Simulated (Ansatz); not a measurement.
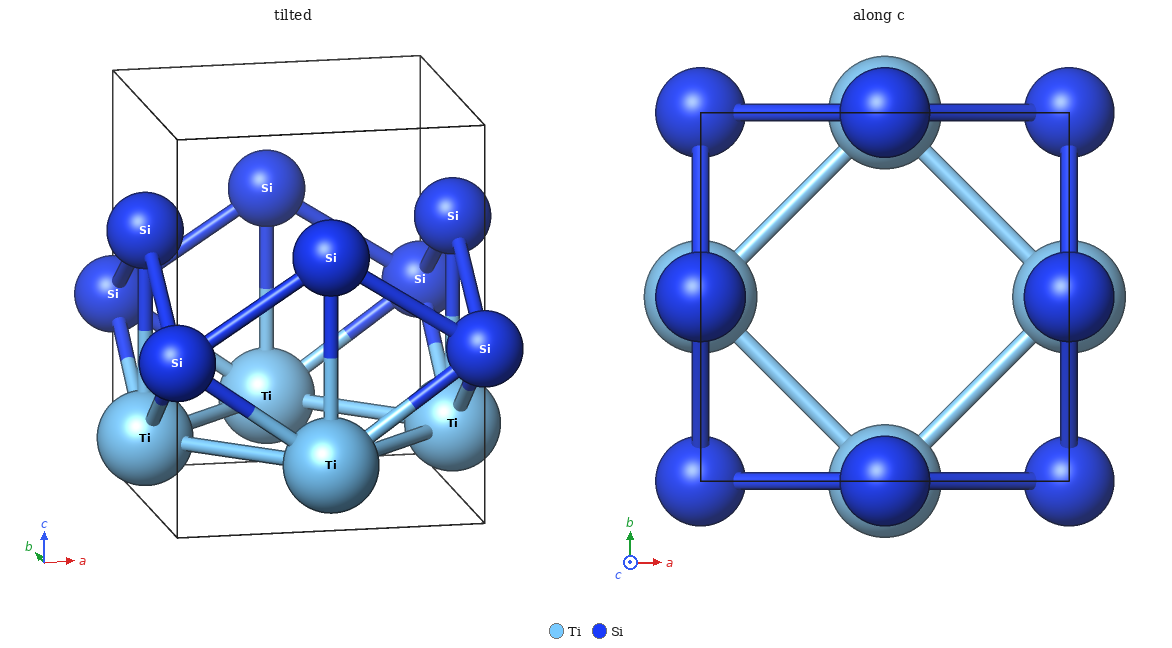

View slightly off an axis and along the c axis, drawn as a ball-and-stick model. Thin lines show the conventional unit cell, with boundary atoms drawn in all their periodic places. Cell: a = 4.12 Å, b = 4.12 Å, c = 5.35 Å, α = 90.00°, β = 90.00°, γ = 90.00°.

The model was built from a random cell made by a generator, so it need not be a real form of the compound. Earlier steps of the study, as a rule a relaxation of our own, may have changed the cell and positions, so they can lie some per cent off the listed ones. It went into a calculation with Ansatz.

### What can be read from this drawing?

Its composition is Ti2Si3. It is primitive tetragonal, space group P4mm (No. 99). It has 5 atoms to the cell (2 Ti, 3 Si). By contacts within bonding range, the coordination numbers are Ti 8 and Si 4 to 8 (mean 5.3).

Theory: Ansatz, DFT PBE, scalar-relativistic, plane waves, PAW. Numerical settings: cutoff 420 eV, a 10×10×8 grid in reciprocal space, Gaussian smearing of 0.1 eV, no spin polarisation.

### Is it conducting or gapped at this level?

A metal: bands cross the Fermi level.

### What does a Bader analysis give?

Ti +0.77 e; Si -0.85 to -0.34 e.

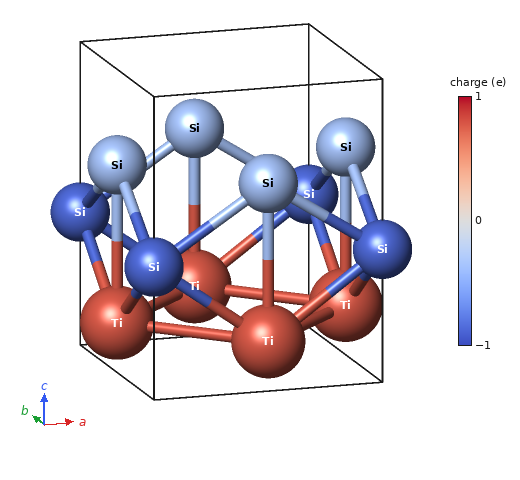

The atoms coloured by those charges. The run's cell of 5 atoms is drawn.

### Is the structure in equilibrium?

Yes. All forces vanish to within 0.01 eV/Å. The pressure is 0.0 GPa, close to zero.
